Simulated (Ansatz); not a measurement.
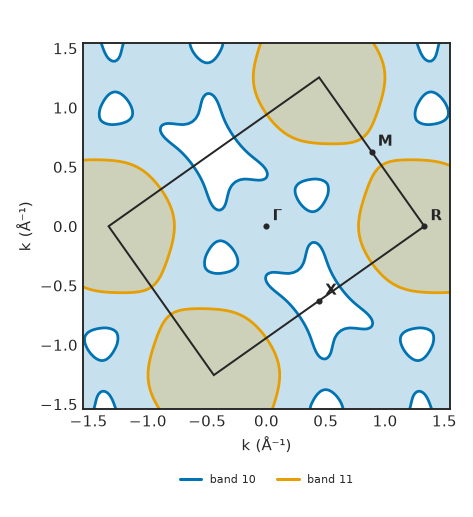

ScAl₃ in space group Pm-3m: cut through the Fermi surface in the plane through Γ, R and M, filled states shaded.

Level of theory: Ansatz, DFT PBE, scalar-relativistic, plane waves, PAW; levels and slopes on a dense k mesh at the converged density. No spin polarisation. k mesh for the levels: 28×28×28. The geometry was not relaxed. The cell comes from a database of computed structures, not from a measurement.

For each band, say where it is filled and where empty.

Answer.
```
   band       Γ       R       M      X
band 10  filled  filled  filled  empty
band 11   empty  filled   empty  empty
```
